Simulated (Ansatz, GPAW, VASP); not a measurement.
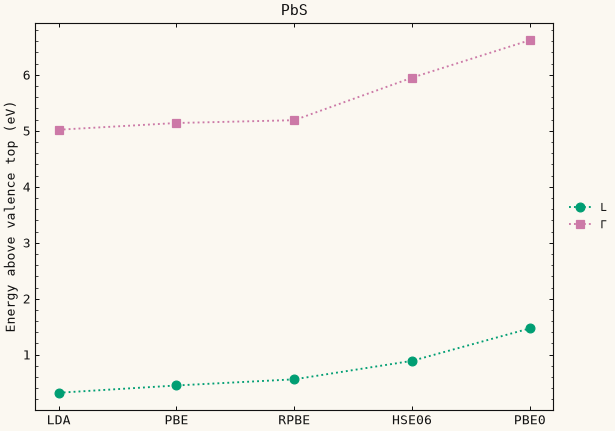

Lowest conduction level at each named k point, counted from the valence-band top at L, by several methods on one cell of PbS, space group R3m (No. 160), 2 atoms in the primitive cell; a = 4.225 Å, c = 10.356 Å (hexagonal axes). All runs are without spin-orbit coupling and carry no moments. In reduced coordinates of the cell that was run, L is (0.5, 0, 0).

| method | program | L (eV) | Γ (eV) |
| --- | --- | --- | --- |
| LDA | Ansatz LAPW | 0.32 | 5.02 |
| PBE | Ansatz LAPW | 0.45 | 5.14 |
| RPBE | VASP | 0.56 | 5.19 |
| HSE06 | Ansatz (PAW made for the crystal) | 0.89 | 5.95 |
| PBE0 | Ansatz (PAW made for the crystal) | 1.47 | 6.62 |

> What does G0W0@PBE give? It was run as: PBE, GPAW PAW data sets (gpaw-data 1.2.1), 4×4×4 k mesh, 450 eV cutoff, Fermi-Dirac smearing of 0.001 eV (GPAW 26.7.0), G0W0 with response cutoff 100 eV, frequency model plasmon pole and response bands 121, extrapolated in the response cutoff.

It starts from PBE, whose row gives 0.45 eV at L in another program. G0W0@PBE gives 0.63 eV at L and 5.59 eV at Γ, which is +0.18 eV from PBE at L.

> How do the methods rank at L?

From low to high: LDA 0.32, PBE 0.45, RPBE 0.56, G0W0@PBE 0.63, HSE06 0.89, PBE0 1.47 eV. Too close to rank are RPBE against G0W0@PBE (different programs, potentials, meshes and cutoffs).

> Do the methods agree on which of these conduction levels is lowest?

Yes: all put it at L.

Settings. LDA: all-electron LAPW, 8×8×8 k mesh, Fermi-Dirac smearing of 0.05 eV (Ansatz). PBE: all-electron LAPW, 8×8×8 k mesh, Fermi-Dirac smearing of 0.05 eV (Ansatz 0.2.0). RPBE: VASP PAW PBE potentials, release 64 (Pb, S), 8×8×8 k mesh, 500 eV cutoff, Gaussian smearing of 0.02 eV (VASP 6.6.1). HSE06: PAW data sets made for the crystal, 6×6×6 k mesh, Fermi-Dirac smearing of 0.05 eV (Ansatz). PBE0: PAW data sets made for the crystal, 6×6×6 k mesh, Fermi-Dirac smearing of 0.05 eV (Ansatz).

These are six of the 8 methods that were run on this cell. The runs come from different programs and meshes, which adds differences of its own. The usual form of PbS is rocksalt. Spin-orbit coupling is left out, which matters for Pb. HSE06 and PBE0: the k mesh is thin for exact exchange. RPBE: the PAW data sets were made with another functional. G0W0@PBE: the k mesh is coarse, so the values aren't converged. G0W0@PBE: the quasiparticle gap is taken among the few k points that were corrected. G0W0@PBE: the long-wavelength limit can be off by a per cent or two.
